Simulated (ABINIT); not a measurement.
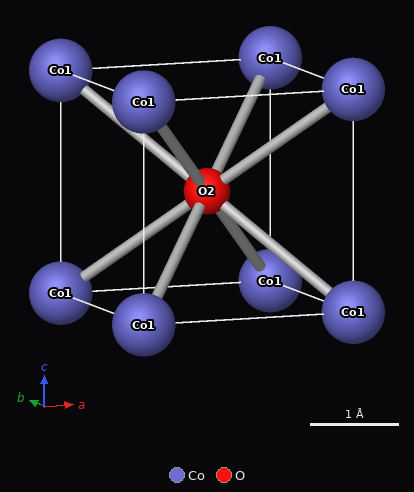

Figure 1. The starting structure (ball-and-stick view of the cell of the calculation, seen slightly off an axis; atoms are numbered from 1 in the order of the input). An atom can appear more than once, as a periodic image. Near neighbours in the periodic cell (some may lie outside the picture): Co has 8 O at 2.23 Å; O has 8 Co at 2.23 Å.

**Run report: CoO, geometry relaxation (part 1 of 3)**

- system: CoO (2 atoms in the cell)
- method: Kohn-Sham DFT of a periodic cell, LDA, DFT+U, JTH PAW LDA v2.0, spin-polarised (ABINIT 10.8.3)

The structure was built on a prototype by a generator; it need not be a known phase.

Input:
```
# Pseudopotentials
pp_dirpath "./"
pseudos "Co.LDA_PW-JTH.xml, O.LDA_PW-JTH.xml"

# Structure
acell 2.57052631 2.57052631 2.57052631 Angstrom
rprim
     1.0000000000     0.0000000000     0.0000000000
     0.0000000000     1.0000000000     0.0000000000
     0.0000000000     0.0000000000     1.0000000000
ntypat 2
znucl 27 8
natom 2
typat 1 2
chkprim 0
chksymtnons 0
tolsym 1.0e-6
xred
            0.0            0.0            0.0
            1/2            1/2            1/2

# Plane-wave basis
ecut 26.0
pawecutdg 48.0
ecutsm 0.5

# k points
kptopt 1
ngkpt 8 8 8
nshiftk 1
shiftk 0.0 0.0 0.0

# Exchange and correlation
ixc 7

# Bands and occupations
nband 16
occopt 3
tsmear 0.00183747

# Spin
nsppol 2
spinat
     0.0000000000     0.0000000000     2.0000000000
     0.0000000000     0.0000000000     0.0000000000

# DFT+U
usepawu 1
lpawu 2 -1
upawu 2.0 0.0 eV
jpawu 0.0 0.0 eV

# SCF cycle
nstep 80
tolvrs 1.0e-10

# Output
iomode 3
prteig 0
prtebands 0
prtwf 0
prtden 0

# Relaxation
ionmov 2
optcell 2
ntime 50
tolmxf 2.0e-5
dilatmx 1.08
```

Run on 1 thread of Arm Neoverse V2, 24 GiB of memory available, shared host.

Launched with:
```bash
abinit run.abi > log 2>&1
```

The program's output:
```
.Version 10.8.3 of ABINIT
 Symmetries : space group Pm -3 m (#221); Bravais cP (primitive cubic)
================================================================================
 Values of the parameters that define the memory need of the present run
     intxc =       0    ionmov =       2      iscf =      17    lmnmax =      18
     lnmax =       6     mgfft =      27  mpssoang =       3    mqgrid =    3001
     natom =       2  nloc_mem =       2    nspden =       2   nspinor =       1
    nsppol =       2      nsym =      48    n1xccc =       1    ntypat =       2
    occopt =       3   xclevel =       1
       mpw =         932          nfft =       19683          nkpt =          35
 PAW method is used; the additional fine FFT grid is defined by:
   mgfftf=        36    nfftf =     46656
================================================================================
================================================================================

--------------------------------------------------------------------------------
------------- Echo of variables that govern the present computation ------------
--------------------------------------------------------------------------------
 -outvars: echo values of preprocessed input variables --------
            acell      4.8575907253E+00  4.8575907253E+00  4.8575907253E+00 Bohr
              amu      5.89332000E+01  1.59994000E+01
          chkprim           0
      chksymtnons           0
          dilatmx      1.08000000E+00
             ecut      2.60000000E+01 Hartree
           ecutsm      5.00000000E-01 Hartree
           ionmov           2
              ixc           7
         kptrlatt        8    0    0      0    8    0      0    0    8
          kptrlen      3.88607258E+01
            lpawu           2      -1
            natom           2
            nband          16
            ngfft          27      27      27
          ngfftdg          36      36      36
             nkpt          35
           nspden           2
           nsppol           2
            nstep          80
             nsym          48
            ntime          50
           ntypat           2
           occopt           3
          optcell           2
        pawecutdg      4.80000000E+01 Hartree
           prtden           0
        prtebands           0
           prteig           0
            prtwf           0
          spgroup         221
           spinat      0.0000000000E+00  0.0000000000E+00  2.0000000000E+00
                       0.0000000000E+00  0.0000000000E+00  0.0000000000E+00
           tolmxf      2.00000000E-05
           tolsym      1.00000000E-06
           tolvrs      1.00000000E-10
           tsmear      1.83747000E-03 Hartree
            typat      1  2
            upawu      7.34986444E-02  0.00000000E+00 Hartree
          usepawu           1
           useylm           1
           xangst      0.0000000000E+00  0.0000000000E+00  0.0000000000E+00
                       1.2852631550E+00  1.2852631550E+00  1.2852631550E+00
            xcart      0.0000000000E+00  0.0000000000E+00  0.0000000000E+00
                       2.4287953627E+00  2.4287953627E+00  2.4287953627E+00
             xred      0.0000000000E+00  0.0000000000E+00  0.0000000000E+00
                       5.0000000000E-01  5.0000000000E-01  5.0000000000E-01
            znucl       27.00000    8.00000

================================================================================

 chkinp: Checking input parameters for consistency.

================================================================================
== DATASET  1 ==================================================================

--- !DatasetInfo
iteration_state: {dtset: 1, }
dimensions: {natom: 2, nkpt: 35, mband: 16, nsppol: 2, nspinor: 1, nspden: 2, mpw: 932, }
cutoff_energies: {ecut:  26.0, pawecutdg:  48.0, }
electrons: {nelect:   2.30000000E+01, charge:   0.00000000E+00, occopt:   3.00000000E+00, tsmear:   1.83747000E-03, }
meta: {optdriver: 0, ionmov: 2, optcell: 2, iscf: 17, paral_kgb: 0, }
...

 Exchange-correlation functional for the present dataset will be:
  LDA: Perdew-Wang 92 LSD fit to Ceperley-Alder data - ixc=7
  J.P.Perdew and Y.Wang, PRB 45, 13244 (1992)

 Real(R)+Recip(G) space primitive vectors, cartesian coordinates (Bohr,Bohr^-1):
 R(1)=  4.8575907  0.0000000  0.0000000  G(1)=  0.2058634  0.0000000  0.0000000
 R(2)=  0.0000000  4.8575907  0.0000000  G(2)=  0.0000000  0.2058634  0.0000000
 R(3)=  0.0000000  0.0000000  4.8575907  G(3)=  0.0000000  0.0000000  0.2058634
 Unit cell volume ucvol=  1.1462062E+02 bohr^3
 Angles (23,13,12)=  9.00000000E+01  9.00000000E+01  9.00000000E+01 degrees

 Coarse grid specifications (used for wave-functions):

 getcut: wavevector=  0.0000  0.0000  0.0000  ngfft=  27  27  27
         ecut(hartree)=     30.326   => boxcut(ratio)=   2.15912

 Fine grid specifications (used for densities):

 getcut: wavevector=  0.0000  0.0000  0.0000  ngfft=  36  36  36
         ecut(hartree)=     55.987   => boxcut(ratio)=   2.20025

 getcut : COMMENT -
  Note that boxcut > 2.2 ; recall that boxcut=Gcut(box)/Gcut(sphere) = 2
  is sufficient for exact treatment of convolution.
  Such a large boxcut is a waste : you could raise ecut
  e.g. ecut=   67.759925 Hartrees makes boxcut=2

--- Pseudopotential description ------------------------------------------------
- pspini: atom type   1  psp file is ./Co.LDA_PW-JTH.xml
 Pseudopotential format is: paw10
 basis_size (lnmax)=  6 (lmn_size= 18), orbitals=   0   0   1   1   2   2
 Spheres core radius: rc_sph= 2.10903434
 Shapefunction is SIN type: shapef(r)=[sin(pi*r/rshp)/(pi*r/rshp)]**2
 Radius for shape functions =  1.60384542
 Compensation charge density is not taken into account in XC energy/potential

- pspini: atom type   2  psp file is ./O.LDA_PW-JTH.xml
 Pseudopotential format is: paw10
 basis_size (lnmax)=  4 (lmn_size=  8), orbitals=   0   0   1   1
 Spheres core radius: rc_sph= 1.41465230
 Shapefunction is SIN type: shapef(r)=[sin(pi*r/rshp)/(pi*r/rshp)]**2
 Radius for shape functions =  1.20231231
 Compensation charge density is not taken into account in XC energy/potential

   4.40312811E+02                                ecore*ucvol(ha*bohr**3)
--------------------------------------------------------------------------------

 ******************************************
 DFT+U Method used: FLL
 ******************************************

================================================================================

=== [ionmov= 2] Broyden-Fletcher-Goldfarb-Shanno method (forces)
================================================================================

--- Iteration: ( 1/50) Internal Cycle: (1/1)
--------------------------------------------------------------------------------

---SELF-CONSISTENT-FIELD CONVERGENCE--------------------------------------------

--- !BeginCycle
iteration_state: {dtset: 1, itime: 1, icycle: 1, }
solver: {iscf: 17, nstep: 80, nline: 4, wfoptalg: 10, }
tolerances: {tolvrs: 1.00E-10, }
...

     iter   Etot(hartree)      deltaE(h)  residm     nres2   difmagsph maxmagsph
 ETOT  1  -159.13054789366    -1.591E+02 2.627E+01 5.687E+01 6.117E-01 6.117E-01
 ETOT  2  -162.54251530312    -3.412E+00 7.242E-01 1.317E+01 6.751E-01 1.287E+00
 ETOT  3  -162.55460916989    -1.209E-02 1.181E-01 1.874E+01 9.037E-01 2.191E+00
 ETOT  4  -162.54755560792     7.054E-03 9.634E-03 7.992E+00 1.896E-01 2.001E+00
 ETOT  5  -162.55324349816    -5.688E-03 2.212E-03 9.619E+00 3.139E-01 2.315E+00
 ETOT  6  -162.55551376355    -2.270E-03 3.589E-04 1.043E+01 9.657E-02 2.411E+00
 ETOT  7  -162.55804791532    -2.534E-03 1.797E-04 9.956E+00 7.129E-02 2.483E+00
 ETOT  8  -162.56487479685    -6.827E-03 1.332E-02 2.485E+00 8.399E-02 2.512E+00
 ETOT  9  -162.56853890063    -3.664E-03 7.953E-04 1.833E+00 8.890E-03 2.513E+00
 ETOT 10  -162.56988739998    -1.348E-03 1.049E-03 9.595E-01 3.582E-02 2.549E+00
 ETOT 11  -162.57200898449    -2.122E-03 1.582E-03 3.123E-01 6.014E-03 2.552E+00
 ETOT 12  -162.55995375384     1.206E-02 1.555E-02 7.905E+00 5.512E-02 2.546E+00
 ETOT 13  -162.56913507090    -9.181E-03 5.025E-03 1.815E+00 2.796E-02 2.573E+00
 ETOT 14  -162.55220559306     1.693E-02 1.319E-02 1.055E+01 2.504E-01 2.323E+00
 ETOT 15  -162.56962814460    -1.742E-02 1.806E-02 1.229E+00 2.395E-01 2.563E+00
 ETOT 16  -162.57064541434    -1.017E-03 1.045E-04 8.024E-01 8.591E-03 2.567E+00
 ETOT 17  -162.57182303746    -1.178E-03 4.219E-04 3.004E-01 3.258E-03 2.564E+00
 ETOT 18  -162.57245562672    -6.326E-04 2.245E-04 1.571E-01 4.064E-03 2.560E+00
 ETOT 19  -162.57264276701    -1.871E-04 3.576E-04 4.428E-01 1.518E-02 2.575E+00
 ETOT 20  -162.57249348110     1.493E-04 1.107E-03 7.498E-02 3.330E-03 2.571E+00
 ETOT 21  -162.57259593675    -1.025E-04 1.152E-03 6.437E-02 2.029E-02 2.557E+00
 ETOT 22  -162.57282036126    -2.244E-04 4.977E-05 3.720E-02 4.437E-03 2.561E+00
 ETOT 23  -162.57292169906    -1.013E-04 2.811E-05 3.408E-03 6.236E-03 2.566E+00
 ETOT 24  -162.57294156877    -1.987E-05 6.412E-06 6.938E-04 1.944E-03 2.567E+00
 ETOT 25  -162.57294540159    -3.833E-06 3.255E-06 4.425E-05 1.793E-03 2.568E+00
 ETOT 26  -162.57294563497    -2.334E-07 1.690E-06 6.660E-06 1.425E-04 2.568E+00
 ETOT 27  -162.57294564074    -5.769E-09 1.432E-07 3.989E-06 6.225E-05 2.568E+00
 ETOT 28  -162.57294563984     9.033E-10 1.500E-07 1.029E-06 6.659E-05 2.568E+00
 ETOT 29  -162.57294563927     5.658E-10 2.487E-08 2.123E-08 1.279E-05 2.568E+00
 ETOT 30  -162.57294563935    -7.961E-11 3.817E-08 1.131E-08 5.173E-06 2.568E+00
 ETOT 31  -162.57294563935     5.201E-12 2.801E-09 1.429E-09 1.825E-06 2.568E+00
 ETOT 32  -162.57294563935    -2.416E-12 1.258E-08 2.606E-10 2.688E-07 2.568E+00
 ETOT 33  -162.57294563935     1.194E-12 3.633E-10 1.620E-11 4.728E-08 2.568E+00

 At SCF step   33       nres2   =  1.62E-11 < tolvrs=  1.00E-10 =>converged.

 Cartesian components of stress tensor (hartree/bohr^3)
  sigma(1 1)=  2.76747017E-05  sigma(3 2)=  0.00000000E+00
  sigma(2 2)=  2.76747017E-05  sigma(3 1)=  0.00000000E+00
  sigma(3 3)=  2.76747017E-05  sigma(2 1)=  0.00000000E+00

--- !ResultsGS
iteration_state: {dtset: 1, itime: 1, icycle: 1, }
comment   : Summary of ground state results
lattice_vectors:
- [  4.8575907,   0.0000000,   0.0000000, ]
- [  0.0000000,   4.8575907,   0.0000000, ]
- [  0.0000000,   0.0000000,   4.8575907, ]
lattice_lengths: [   4.85759,    4.85759,    4.85759, ]
lattice_angles: [ 90.000,  90.000,  90.000, ] # degrees, (23, 13, 12)
lattice_volume:   1.1462062E+02
convergence: {deltae:  1.194E-12, res2:  1.620E-11, residm:  3.633E-10, diffor: null, }
etotal    :  -1.62572946E+02
entropy   :   0.00000000E+00
fermie    :   4.46188609E-01
cartesian_stress_tensor: # hartree/bohr^3
- [  2.76747017E-05,   0.00000000E+00,   0.00000000E+00, ]
- [  0.00000000E+00,   2.76747017E-05,   0.00000000E+00, ]
- [  0.00000000E+00,   0.00000000E+00,   2.76747017E-05, ]
pressure_GPa:  -8.1422E-01
xred      :
- [  0.0000E+00,   0.0000E+00,   0.0000E+00, Co]
- [  5.0000E-01,   5.0000E-01,   5.0000E-01,  O]
cartesian_forces: # hartree/bohr
- [ -0.00000000E+00,  -0.00000000E+00,  -0.00000000E+00, ]
- [ -0.00000000E+00,  -0.00000000E+00,  -0.00000000E+00, ]
force_length_stats: {min:   0.00000000E+00, max:   0.00000000E+00, mean:   0.00000000E+00, }
...

 Integrated electronic and magnetization densities in atomic spheres:
 ------------------------------------------------------------------------------------------------------------
 Radius=ratsph(iatom), smearing ratsm=  0.0000. Diff(up-dn)=approximate z local magnetic moment.
    Atom    Radius    up_density   dn_density  Total(up+dn)  Diff(up-dn)
    1 Co   2.10903     8.944183     6.376159     15.320342     2.568024
    2  O   1.41465     2.418434     2.071032      4.489466     0.347402
 ------------------------------------------------------------------------------------------------------------
  Sum:                11.362617     8.447190     19.809807     2.915427
 Total magnetization (from the atomic spheres):                2.915427
 Total magnetization (exact up - dn):                          2.999978

 ---------- DFT+U DATA ---------------------------------------------------

 ====== For Atom     1, occupations for correlated orbitals. lpawu =   2

 Atom   1. Occ. for lpawu and for spin  1 =   4.71231
 Atom   1. Occ. for lpawu and for spin  2 =   2.14347
 => On atom   1,  local Mag. for lpawu is       -2.568843

 == Occupation matrix for correlated orbitals:

 Occupation matrix for spin  1
     0.95788    0.00000    0.00000    0.00000    0.00000
     0.00000    0.95788    0.00000    0.00000    0.00000
     0.00000    0.00000    0.91933    0.00000    0.00000
     0.00000    0.00000    0.00000    0.95788    0.00000
     0.00000    0.00000    0.00000    0.00000    0.91933

 Occupation matrix for spin  2
     0.13149    0.00000    0.00000    0.00000    0.00000
     0.00000    0.13149    0.00000    0.00000    0.00000
     0.00000    0.00000    0.87450    0.00000    0.00000
     0.00000    0.00000    0.00000    0.13149    0.00000
     0.00000    0.00000    0.00000    0.00000    0.87450

---OUTPUT-----------------------------------------------------------------------

 Cartesian coordinates (xcart) [bohr]
  0.00000000000000E+00  0.00000000000000E+00  0.00000000000000E+00
  2.42879536267016E+00  2.42879536267016E+00  2.42879536267016E+00
 Reduced coordinates (xred)
  0.00000000000000E+00  0.00000000000000E+00  0.00000000000000E+00
  5.00000000000000E-01  5.00000000000000E-01  5.00000000000000E-01
 Cartesian forces (fcart) [Ha/bohr]; max,rms= 0.00000E+00 0.00000E+00 (free atoms)
 -0.00000000000000E+00 -0.00000000000000E+00 -0.00000000000000E+00
 -0.00000000000000E+00 -0.00000000000000E+00 -0.00000000000000E+00
 Gradient of E wrt nuclear positions in reduced coordinates (gred)
  0.00000000000000E+00  0.00000000000000E+00  0.00000000000000E+00
  0.00000000000000E+00  0.00000000000000E+00  0.00000000000000E+00
 Scale of Primitive Cell (acell) [bohr]
  4.85759072534033E+00  4.85759072534033E+00  4.85759072534033E+00
 Real space primitive translations (rprimd) [bohr]
  4.85759072534033E+00  0.00000000000000E+00  0.00000000000000E+00
  0.00000000000000E+00  4.85759072534033E+00  0.00000000000000E+00
  0.00000000000000E+00  0.00000000000000E+00  4.85759072534033E+00
 Unitary Cell Volume (ucvol) [Bohr^3]=  1.14620622305892E+02
 Angles (23,13,12)= [degrees]
  9.00000000000000E+01  9.00000000000000E+01  9.00000000000000E+01
 Lengths [Bohr]
  4.85759072534033E+00  4.85759072534033E+00  4.85759072534033E+00
 Stress tensor in cartesian coordinates (strten) [Ha/bohr^3]
  2.76747017462498E-05  0.00000000000000E+00  0.00000000000000E+00
  0.00000000000000E+00  2.76747017462844E-05  0.00000000000000E+00
  0.00000000000000E+00  0.00000000000000E+00  2.76747017462914E-05
 Total energy (etotal) [Ha]= -1.62572945639347E+02

--- Iteration: ( 2/50) Internal Cycle: (1/1)
--------------------------------------------------------------------------------

---SELF-CONSISTENT-FIELD CONVERGENCE--------------------------------------------

--- !BeginCycle
iteration_state: {dtset: 1, itime: 2, icycle: 1, }
solver: {iscf: 17, nstep: 80, nline: 4, wfoptalg: 10, }
tolerances: {tolvrs: 1.00E-10, }
...
```
